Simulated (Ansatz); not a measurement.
Single-point calculation, with input and output: WS

The run: single-point calculation of WS (slab, 4 atoms in the cell). Method and program: DFT, PBEsol, plane waves, PAW, no spin polarisation (Ansatz 0.2.0).

The structure derives from a Materials Project entry. Figures and captions count atoms from 1; the log counts them from 0 in places.

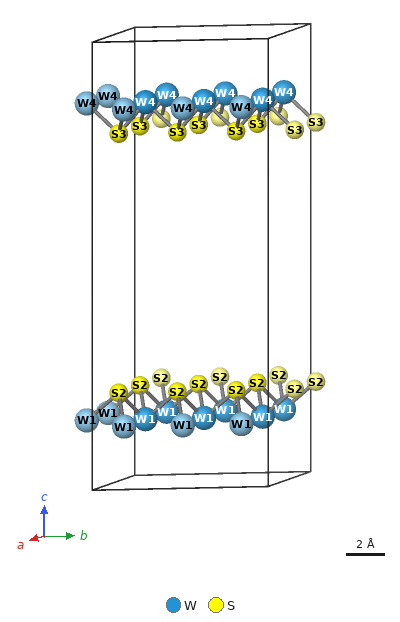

Fig. 1: The structure as given in the input (ball-and-stick view of the 2 × 3 repeat of the cell, with the vacuum cut short, seen slightly off an axis; neighbours outside the cell are drawn fainter; atoms are numbered from 1 in the order of the input). An atom can appear more than once, as a periodic image. Near neighbours in the periodic cell (some may lie outside the picture): W has 3 S at 2.37 to 2.40 Å; S has 3 W at 2.37 to 2.40 Å.

## Summary

```csv
quantity,value
outcome,converged
electrons treated,40
free energy,−22280.9140 eV
Fermi energy,−0.435 eV
gap on the k-point mesh,0.25 eV
largest force (length of the vector),0.756 eV/Å
hardware,"2 threads of Arm Neoverse N1, 24 GiB of memory available, shared host"
wall time,11 s (CPU time 22 s)
peak memory,0.47 GiB
```

Settings chosen away from the usual ones: scf.mixing.algorithm set to anderson; scf.mixing.beta set to 0.1; scf.mixing.ndim set to 4; kpoints.mp_grid.grid set to [11, 11, 1] (from [9, 9, 1]); basis.ecutwfc removed. Spin–orbit coupling is left out, which matters for W.

## Input
```yaml
crystal:
  lattice:
    - [3.1457762248, 0.0, 0.0]
    - [-1.5728881124, 2.7243221253, 0.0]
    - [0.0, 0.0, 33.9534210846]
  atoms:
    - { symbol: W, position: [0.3333333333, 0.6666666667, 0.2503429619] }
    - { symbol: S, position: [0.6666666667, 0.3333333333, 0.2964914916] }
    - { symbol: S, position: [0.6666666667, 0.3333333333, 0.7046202913] }
    - { symbol: W, position: [0.3333333333, 0.6666666667, 0.7495337824] }
kpoints:
  mp_grid: { grid: [11, 11, 1] }
hamiltonian:
  xc: pbesol
scf:
  occupations: { method: gaussian, width: 0.05 }
  mixing: { algorithm: anderson, beta: 0.1, ndim: 4 }
output:
  forces: true
  eigenvalues: true
efield:
  axis: 3
  dipole_correction: true
  ramp_width: 0.04
```

Launched with:
```bash
ansatz run input.yaml --threads 2 --pin off --max-ram 5120MiB --backend cpu --events-out ev --progress --plain --runs-dir out
```

## What the program printed
```
Engine: ansatz 0.2.0, aarch64-unknown-linux-gnu
Pseudopotentials: kind: paw
Pseudopotential: W, paw, valence charge 14, recommended cutoff 420 eV (normal), W.paw.azcp
Pseudopotential: S, paw, valence charge 6, recommended cutoff 420 eV (normal), S.paw.azcp
Functional definition: PBEsol
  exchange = pbesol_x
  correlation = pbesol_c
Crystal: 4 atoms, lattice volume = 290.984 Å³
Basis set: ecut = 420 eV, 5633 PW (Γ), exchange–correlation on 48×48×480 points (8 copies of the dense FFT grid, shifted against one another)
Bands: 24, of which v1, the nominal top of the filled ones, is band 20 counted from 1 (19 counted from 0)
Symmetry: 6 space group operations
Space group: P3m1 (ITA 156), of the structure as read, at distance tolerance 6.6e-5 Å
k-points: 16 of 121 (time reversal used)
Non-local potential: W, projectors of the file, l = 0: 3, l = 1: 2, l = 2: 2, l = 3: 1
Non-local potential: S, projectors of the file, l = 0: 2, l = 1: 2, l = 2: 2
PAW form: soft (Blöchl's): semilocal exchange-correlation on the pseudo side does not see the compensation charge
PAW frozen core: W, regenerated for the run's functional, and the local potential with it (the file was generated under x = pbe(κ = 0.804, μ = 0.2195149727645171), c = pbe(β = 0.06672455060314922))
PAW frozen core: S, regenerated for the run's functional, and the local potential with it (the file was generated under x = pbe(κ = 0.804, μ = 0.2195149727645171), c = pbe(β = 0.06672455060314922))
PAW one-centre angular grid: W, 590 points (default); XC on 64 Gauss nodes
PAW one-centre angular grid: S, 110 points (default); XC on 64 Gauss nodes
Initial density: superposition of atomic densities (neutral atoms: chi_scale 0, normalization atom), corrected by the library's trained network
Initial wavefunctions: pseudopotential atomic-orbital guess
Functional: x = pbesol(κ = 0.804, μ = 0.12345679012345678), c = pbesol(β = 0.046)
SCF iter   1: F=—  HF=-22280.920099 eV  |F-HF|=—  |Δ(HF+E_count)|=         —  Δρ=5.06e-3  dr2=6.31e-2  ethr=1.77e-3  p=-0.002 e·Å  D=-1.03e-3 V/Å  ΔV_dip=0.03 eV  dr2_dipole=5.59e-4  V_vac-E_F(+/−)=5.26/5.23 eV  ⟨swp⟩=7.2  Hψ=1969  notcnv=0
efield: sawtooth ramp at fractional position 0.9799 (placed from the atoms, in the widest stretch of the axis that holds none; the zero of the levels goes with the place), width 0.0400; the density the first Hamiltonian is built on has a dipole p = -0.002 e·Å; the dipole correction subtracts the counter field D = -1.03e-3 V/Å, which shifts the + side's vacuum level by +0.03 eV against the − side's; the planar-averaged density in the ramp window peaks in size at 5.1e-5 e/Å³
preconditioner: auto → Resta (q_TF=auto, 1.960 Å⁻¹)  ε∞=3.9  [insulator: Δε(μ)=0.299 eV  Ē_g=6.232 eV  σ=0.050 eV  W_gap=1.00  n_scr=20 (ndim 4)  ℏωp=10.7 eV  f_vac=0.660  D(μ)=0.00/eV (n_scr^D=0)  ε∞_Penn≈3.9  vacuum switching on, ρ_ref=2.8e-3 e/Å³]
SCF iter   2: F=—  HF=-22280.916538 eV  |F-HF|=—  |Δ(HF+E_count)|=   3.56e-3  Δρ=4.54e-3  dr2=4.49e-2  ethr=1.58e-4  p=-0.000 e·Å  D=-2.92e-4 V/Å  ΔV_dip=0.01 eV  dr2_dipole=2.79e-4  V_vac-E_F(+/−)=5.22/5.21 eV  ⟨swp⟩=1.6  Hψ=529  notcnv=0  κ⁻¹=1.0e0(r=1)
SCF iter   3: F=—  HF=-22280.913214 eV  |F-HF|=—  |Δ(HF+E_count)|=   3.32e-3  Δρ=2.48e-3  dr2=1.38e-2  ethr=1.12e-4  p=0.003 e·Å  D=2.14e-3 V/Å  ΔV_dip=-0.07 eV  dr2_dipole=3.83e-5  V_vac-E_F(+/−)=5.02/5.09 eV  ⟨swp⟩=2.0  Hψ=574  notcnv=0  κ⁻¹=1.1e-4(r=2)
SCF iter   4: F=—  HF=-22280.913015 eV  |F-HF|=—  |Δ(HF+E_count)|=   1.99e-4  Δρ=2.09e-3  dr2=8.52e-3  ethr=3.45e-5  p=0.002 e·Å  D=1.50e-3 V/Å  ΔV_dip=-0.05 eV  dr2_dipole=4.55e-6  V_vac-E_F(+/−)=5.00/5.05 eV  ⟨swp⟩=1.9  Hψ=420  notcnv=0  κ⁻¹=1.6e-4(r=3)
SCF iter   5: F=—  HF=-22280.913888 eV  |F-HF|=—  |Δ(HF+E_count)|=   8.74e-4  Δρ=5.16e-4  dr2=1.56e-3  ethr=2.13e-5  p=0.004 e·Å  D=2.29e-3 V/Å  ΔV_dip=-0.08 eV  dr2_dipole=5.19e-6  V_vac-E_F(+/−)=4.82/4.90 eV  ⟨swp⟩=2.6  Hψ=651  notcnv=0  κ⁻¹=7.3e-5(r=3)
SCF iter   6: F=—  HF=-22280.913837 eV  |F-HF|=—  |Δ(HF+E_count)|=   5.16e-5  Δρ=2.85e-4  dr2=5.00e-4  ethr=3.89e-6  p=0.003 e·Å  D=2.03e-3 V/Å  ΔV_dip=-0.07 eV  dr2_dipole=1.31e-6  V_vac-E_F(+/−)=4.77/4.84 eV  ⟨swp⟩=1.4  Hψ=413  notcnv=0  κ⁻¹=1.8e-2(r=3)
SCF iter   7: F=—  HF=-22280.913835 eV  |F-HF|=—  |Δ(HF+E_count)|=   1.74e-6  Δρ=1.77e-4  dr2=1.53e-4  ethr=1.25e-6  p=0.003 e·Å  D=1.91e-3 V/Å  ΔV_dip=-0.06 eV  dr2_dipole=7.63e-6  V_vac-E_F(+/−)=4.74/4.80 eV  ⟨swp⟩=2.2  Hψ=552  notcnv=0  κ⁻¹=4.7e-4(r=3)
SCF iter   8: F=—  HF=-22280.913891 eV  |F-HF|=—  |Δ(HF+E_count)|=   5.61e-5  Δρ=1.44e-4  dr2=6.97e-5  ethr=3.82e-7  p=0.003 e·Å  D=2.16e-3 V/Å  ΔV_dip=-0.07 eV  dr2_dipole=1.86e-10  V_vac-E_F(+/−)=4.72/4.79 eV  ⟨swp⟩=2.4  Hψ=533  notcnv=0  κ⁻¹=2.0e-3(r=3)
SCF iter   9: F=—  HF=-22280.913848 eV  |F-HF|=—  |Δ(HF+E_count)|=   4.33e-5  Δρ=1.45e-4  dr2=5.42e-5  ethr=1.74e-7  p=0.004 e·Å  D=2.19e-3 V/Å  ΔV_dip=-0.07 eV  dr2_dipole=3.19e-8  V_vac-E_F(+/−)=4.71/4.79 eV  ⟨swp⟩=1.0  Hψ=384  notcnv=0  κ⁻¹=4.3e-3(r=3)
SCF iter  10: F=—  HF=-22280.913875 eV  |F-HF|=—  |Δ(HF+E_count)|=   2.77e-5  Δρ=1.39e-4  dr2=3.32e-5  ethr=1.35e-7  p=0.004 e·Å  D=2.24e-3 V/Å  ΔV_dip=-0.08 eV  dr2_dipole=1.29e-7  V_vac-E_F(+/−)=4.70/4.78 eV  ⟨swp⟩=1.5  Hψ=418  notcnv=0  κ⁻¹=1.2e-3(r=3)
SCF iter  11: F=—  HF=-22280.913904 eV  |F-HF|=—  |Δ(HF+E_count)|=   2.91e-5  Δρ=1.06e-4  dr2=2.25e-5  ethr=8.31e-8  p=0.004 e·Å  D=2.25e-3 V/Å  ΔV_dip=-0.08 eV  dr2_dipole=1.81e-7  V_vac-E_F(+/−)=4.70/4.78 eV  ⟨swp⟩=1.2  Hψ=394  notcnv=0  κ⁻¹=1.2e-3(r=3)
SCF iter  12: F=—  HF=-22280.913949 eV  |F-HF|=—  |Δ(HF+E_count)|=   4.41e-5  Δρ=3.35e-5  dr2=6.61e-6  ethr=5.62e-8  p=0.004 e·Å  D=2.29e-3 V/Å  ΔV_dip=-0.08 eV  dr2_dipole=6.06e-7  V_vac-E_F(+/−)=4.70/4.77 eV  ⟨swp⟩=2.2  Hψ=476  notcnv=0  κ⁻¹=8.2e-3(r=3)
SCF iter  13: F=—  HF=-22280.913950 eV  |F-HF|=—  |Δ(HF+E_count)|=   1.10e-6  Δρ=2.54e-5  dr2=3.77e-6  ethr=1.65e-8  p=0.004 e·Å  D=2.27e-3 V/Å  ΔV_dip=-0.08 eV  dr2_dipole=3.53e-7  V_vac-E_F(+/−)=4.69/4.77 eV  ⟨swp⟩=1.3  Hψ=394  notcnv=0  κ⁻¹=6.5e-3(r=3)
SCF iter  14: F=—  HF=-22280.913951 eV  |F-HF|=—  |Δ(HF+E_count)|=   1.61e-6  Δρ=1.83e-5  dr2=8.86e-7  ethr=9.43e-9  p=0.004 e·Å  D=2.21e-3 V/Å  ΔV_dip=-0.08 eV  dr2_dipole=5.66e-9  V_vac-E_F(+/−)=4.69/4.77 eV  ⟨swp⟩=2.0  Hψ=531  notcnv=0  κ⁻¹=1.2e-3(r=3)
SCF iter  15: F=—  HF=-22280.913951 eV  |F-HF|=—  |Δ(HF+E_count)|=   2.38e-7  Δρ=1.74e-5  dr2=6.73e-7  ethr=2.21e-9  p=0.004 e·Å  D=2.22e-3 V/Å  ΔV_dip=-0.08 eV  dr2_dipole=4.82e-10  V_vac-E_F(+/−)=4.69/4.77 eV  ⟨swp⟩=1.4  Hψ=401  notcnv=0  κ⁻¹=4.7e-3(r=3)
SCF iter  16: F=—  HF=-22280.913952 eV  |F-HF|=—  |Δ(HF+E_count)|=   3.34e-7  Δρ=1.66e-5  dr2=4.92e-7  ethr=1.68e-9  p=0.004 e·Å  D=2.22e-3 V/Å  ΔV_dip=-0.08 eV  dr2_dipole=7.33e-10  V_vac-E_F(+/−)=4.69/4.77 eV  ⟨swp⟩=1.7  Hψ=411  notcnv=0  κ⁻¹=2.0e-4(r=3)
SCF iter  17: F=—  HF=-22280.913953 eV  |F-HF|=—  |Δ(HF+E_count)|=   6.83e-7  Δρ=4.82e-6  dr2=1.65e-7  ethr=1.23e-9  p=0.004 e·Å  D=2.21e-3 V/Å  ΔV_dip=-0.08 eV  dr2_dipole=1.16e-8  V_vac-E_F(+/−)=4.69/4.77 eV  ⟨swp⟩=2.4  Hψ=653  notcnv=0  κ⁻¹=4.7e-3(r=3)
SCF iter  18: F=-22280.913953 eV  HF=-22280.913953 eV  |F-HF|=3.98e-8  |Δ(HF+E_count)|=   5.16e-8  Δρ=2.45e-6  dr2=2.03e-8  ethr=2.50e-10  p=0.004 e·Å  D=2.22e-3 V/Å  ΔV_dip=-0.08 eV  dr2_dipole=5.69e-10  V_vac-E_F(+/−)=4.69/4.77 eV  ⟨swp⟩=5.9  Hψ=1709  notcnv=0
SCF 1 converged in 18 iterations: F = -22280.913953 eV  dr2 = 2.03e-8
  greatest PAW one-centre occupation: 1.000 electrons in one spin orbital (limit 2), on the W atom at site 0 (counted from 0), in its partial waves of l = 0
```

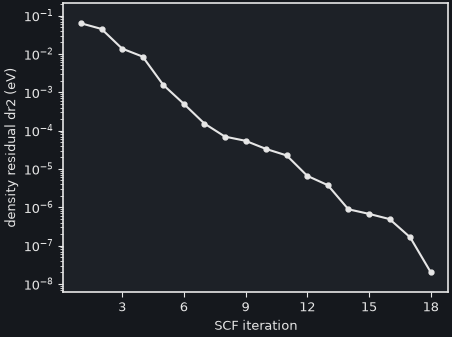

Fig. 2: Convergence of the self-consistent field: density residual dr2 against the SCF iteration. The residual falls at every step.

```
SCF converged after 18 iterations
Stability not checked: this state was not tested for a lower state beside it, because the mixer in use, unlike msr1, does not test its closes by its own steps (another_mixer; see scf.mixing.algorithm and scf.lower_state_search)
Free energy (F): -22280.913953 eV
Harris-Foulkes:  -22280.913953 eV  (|F-HF|=3.98e-8)
Internal energy: -22280.913947 eV  (E = F + TS)
E sigma→0 (E₀):  -22280.913950 eV
Entropy (-TS):   -0.000006 eV (-0.001 meV/atom)
Fermi energy:    -0.435234 eV
Dipole field:    D = 0.002194 V/Å  (p = 0.003528 e·Å, saw-weighted, corrected)
Work function:   Φ+ = 4.6929 eV   Φ− = 4.7674 eV
Levels:          The Fermi level and band energies are counted from a zero that moves with the ramp; work functions are not
--- Per-component energies (eV) ---
  E_band       = -890.006762
  E_kinetic    = 1102.456282
  E_local      = -18304.023403  (includes V_loc(G=0)·N_el)
  E_nonlocal   = 64.667955
  E_hartree    = 8576.945574
  E_xc         = -715.555154
  E_vxc        = -642.641478  (∫ρ·V_xc dr)
  E_paw        = -18040.290994  (= ΣΔE_a)
  E_vpaw       = -264.360789  (= ΣTr[D̂ρ^β])
  E_aug_tail   = -0.000127  (compensation charges beyond the density's cutoff)
  E_efield     = 0.000004  (sawtooth field / dipole correction)
  E_vefield    = -0.000544  (∫n·V_field dr)
  E_ewald      = 5034.318434
  E_core_change = 0.567483  (= ΣΔE_core)
  E_smearing   = -0.000006  (= −TS)
  E_closure    = 0.000000  (closes the sum)
  Σ components = -22280.913953   (vs F -22280.913953, Δ=0.00e0)
--- Forces (eV/Å), atoms counted from 1 ---
  atom   1  W      0.00000000    -0.00000000     0.75640015
  atom   2  S     -0.00000000     0.00000000    -0.75645388
  atom   3  S      0.00000000     0.00000000    -0.01350539
  atom   4  W     -0.00000000    -0.00000000     0.01363325
  max |Σ_I F_I| component: 7.41e-5 eV/Å
--- Band table (eV; the first three rows and the last of 16) ---
  k-point 0: bands = ["-74.6613", "-74.6535", "-38.9727", "-38.9645", "-38.6620", "-38.6620", "-38.6302", "-38.6302", "-15.0720", "-14.9626", "-6.7184", "-6.6335", "-3.1731", "-3.1731", "-2.9207", "-2.9207", "-1.2864", "-1.2511", "-1.0985", "-0.9840", "-0.1251", "-0.1251", "-0.0359", "-0.0359"]
  k-point 1: bands = ["-74.6598", "-74.6520", "-38.9684", "-38.9603", "-38.6900", "-38.6687", "-38.6577", "-38.6367", "-14.9672", "-14.8577", "-6.5282", "-6.4420", "-3.6491", "-3.4160", "-3.1568", "-2.9074", "-1.2651", "-1.2124", "-1.0846", "-0.9770", "-0.1270", "-0.0782", "-0.0387", "-0.0015"]
  k-point 2: bands = ["-74.6558", "-74.6480", "-38.9570", "-38.9491", "-38.7641", "-38.7307", "-38.6864", "-38.6543", "-14.6736", "-14.5629", "-6.0265", "-5.9334", "-4.5732", "-4.3705", "-3.1770", "-2.9401", "-1.5281", "-1.4493", "-1.1553", "-1.0635", "0.0393", "0.1196", "0.1314", "0.1601"]
  k-point 15: bands = ["-74.6404", "-74.6328", "-38.9363", "-38.9097", "-38.9038", "-38.8992", "-38.8661", "-38.8313", "-13.2739", "-13.1361", "-6.3861", "-6.2413", "-5.3786", "-5.2759", "-4.1069", "-4.0484", "-1.6218", "-1.5369", "-1.2310", "-1.1718", "1.1256", "1.1862", "1.5199", "1.6084"]
```

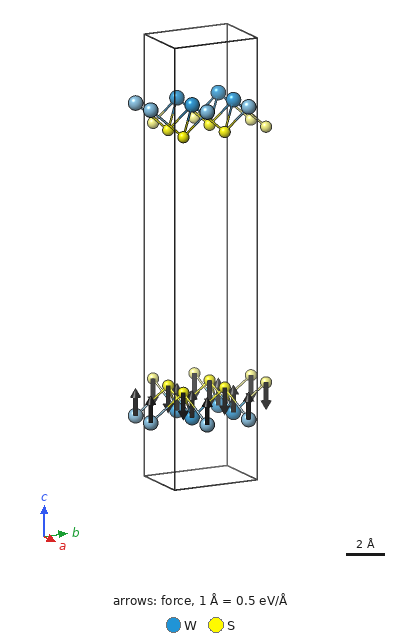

Fig. 3: Forces on the atoms as black arrows (ball-and-stick view of the 2 × 2 repeat of the cell, with the vacuum cut short, seen slightly off an axis; neighbours outside the cell are drawn fainter); the smallest are left out. The largest act on S2 (0.76 eV/Å); W1 (0.76 eV/Å). Atoms are counted from 1 in the order of the input and aren't labelled in the picture. The geometry is not a stationary point of this energy.
